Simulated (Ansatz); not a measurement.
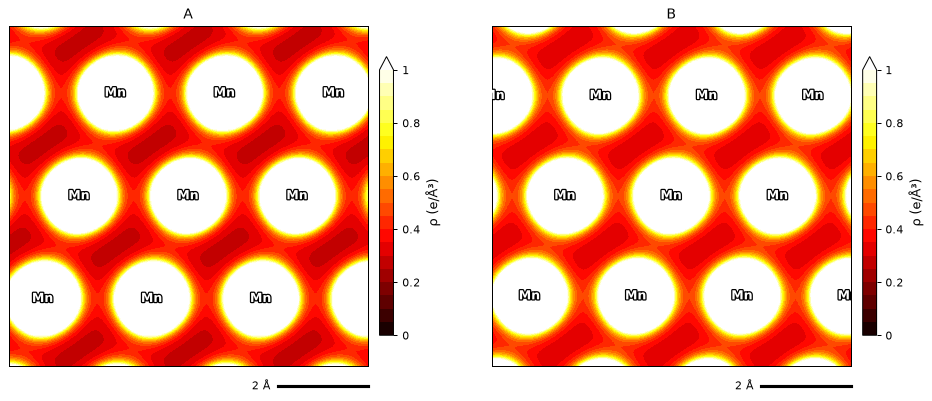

Mn. The valence pseudo-density of two cells that differ in size, on the (011̄) plane of each (indices in the axes of the calculation cell), at one length scale and on one colour scale: A has 11.0 Å³ an atom and B 10.1.

Computed with Ansatz 0.2.0, DFT, LDA (PW92), plane waves (420 eV) with PAW, scalar-relativistic.

In a PAW calculation such maps are meaningful between the atoms, not at the nuclei.

What does the compression do to the bonding and the properties?

From the larger cell to the smaller, Mn–Mn goes from 2.42 to 2.36 Å, and the density at its midpoint from 0.4 to 0.45 e/Å³; the pressure goes from −20 to −0.4 GPa; the largest moment (Mn) goes from 0.6 to 0.3 μB.
